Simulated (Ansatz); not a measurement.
**A Fermi-surface study of Pt (space group Fm-3m, No. 225)**

The calculation's input:

```yaml
crystal:
  lattice:
    - [0.0, 1.9609, 1.9609]
    - [1.9609, 0.0, 1.9609]
    - [1.9609, 1.9609, 0.0]
  atoms:
    - { symbol: Pt, position: [0.0, 0.0, 0.0] }
basis:
  ecutwfc: 420
kpoints:
  mp_grid: { grid: [18, 18, 18] }
hamiltonian:
  xc: pbe
scf:
  occupations: { method: gaussian, width: 0.05 }
output:
  forces: true
  eigenvalues: true
  eigenstates:
    nscf_kmesh: { grid: [34, 34, 34] }
    top_band: c6
    de_dk: true
    localisation: false
  stress: true
checkpoint:
  write: ck
  compress: false
  write_wavefunctions: false
  write_every: 100000
```

Command:

```sh
ansatz run input.yaml --threads 2 --pin off --max-ram 5120MiB --backend cpu --events-out ev --progress --plain --runs-dir out
```

Level of theory: DFT PBE, scalar-relativistic, plane waves, PAW; levels and slopes on a dense k mesh at the converged density in Ansatz. No spin polarisation. k mesh for the levels: 34×34×34. The geometry was not relaxed (residual pressure 10 GPa).

## 1. The sheets

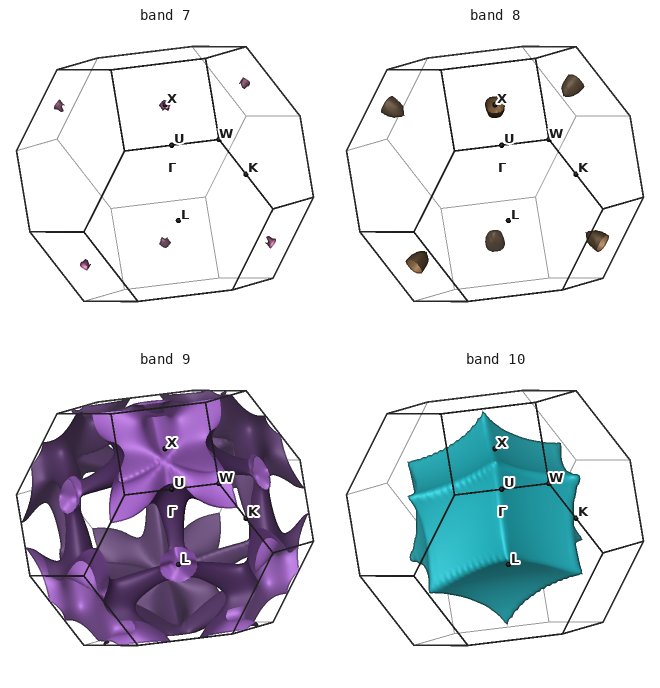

Fermi surface of this crystal. Each panel holds one band. The brighter face of a sheet looks towards empty states.

Q: Describe the Fermi surface sheet by sheet.

A: Four bands cross the Fermi level; this is a three-dimensional metal.

Band 7: specks under 0.04 % of the zone, which the mesh doesn't resolve and which may come from the interpolation.
Band 8: three hole pockets centred at X (each 0.08 % of the zone).
Band 9: an open hole network that joins neighbouring zones in all directions (23 % of the zone).
Band 10: one electron pocket centred at Γ (23 % of the zone).
A pocket cut by a face of the zone is counted once with the part on the opposite face.

Q: What does the calculation give for N(E_F) and the Drude plasma frequency?

A: The density of states at the Fermi level is 2.1 states/eV per primitive cell. The intraband plasma frequency is 8.8 eV in all directions.

## 2. Nesting

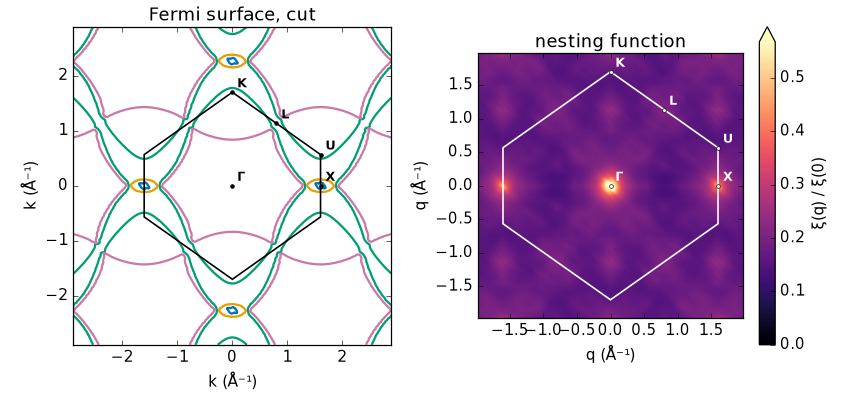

This crystal: a cut of the Fermi surface and the nesting function ξ(q) = Σ δ(ε_k) δ(ε_k+q) over all sheets (each δ a Gaussian as wide as the level changes between mesh points, at least 0.03 eV; heights depend on it), both in the plane through Γ, X and L.

Q: Where does the nesting function have its highest maximum apart from q = 0?

A: The highest maximum lies at X, at q = (−0.50, 0.00, −0.50) in units of the primitive reciprocal vectors. It reaches 0.52 of the value at q = 0, against a mean of 0.17. A peak of ξ alone doesn't prove an instability there.

## 3. Speeds

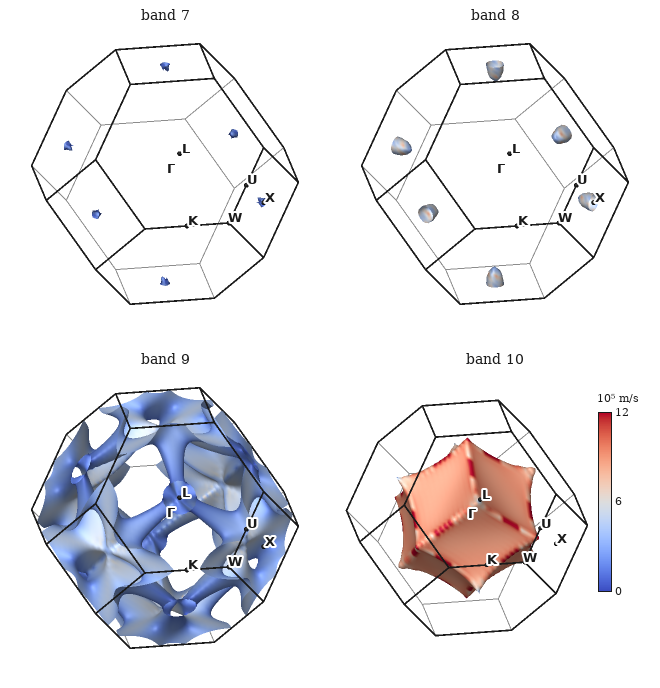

Fermi surface of this crystal, coloured by the Fermi speed.

Q: Give the range and mean of the Fermi speed for each band.

A: Band 7: 0.64 to 3.9 × 10⁵ m/s over most of the sheet, 2.9 × 10⁵ m/s on average over states. Band 8: 3.5 to 6.6 × 10⁵ m/s over most of the sheet, 5.1 × 10⁵ m/s on average over states. Band 9: 1.6 to 5.4 × 10⁵ m/s over most of the sheet, 3.2 × 10⁵ m/s on average over states. Band 10: 7.7 to 10 × 10⁵ m/s over most of the sheet, 9.1 × 10⁵ m/s on average over states.

Q: Which of these bands adds most to the density of states at the Fermi level?

A: Band 9, with 1.7 of 2.1 states/eV per cell.

Spin-orbit coupling is left out; with Pt it can split, shift or remove sheets. A band edge lies within 0.03 eV of the Fermi level, so pockets and density of states there aren't settled. Necks and pockets thinner than about two mesh steps aren't resolved, so separate pockets may in truth be joined.

The run (self-consistency and the dense mesh) took 3.5 s on 2 threads of Intel(R) Xeon(R) 6975P-C (Granite Rapids) (shared host), peak memory 0.43 GiB.
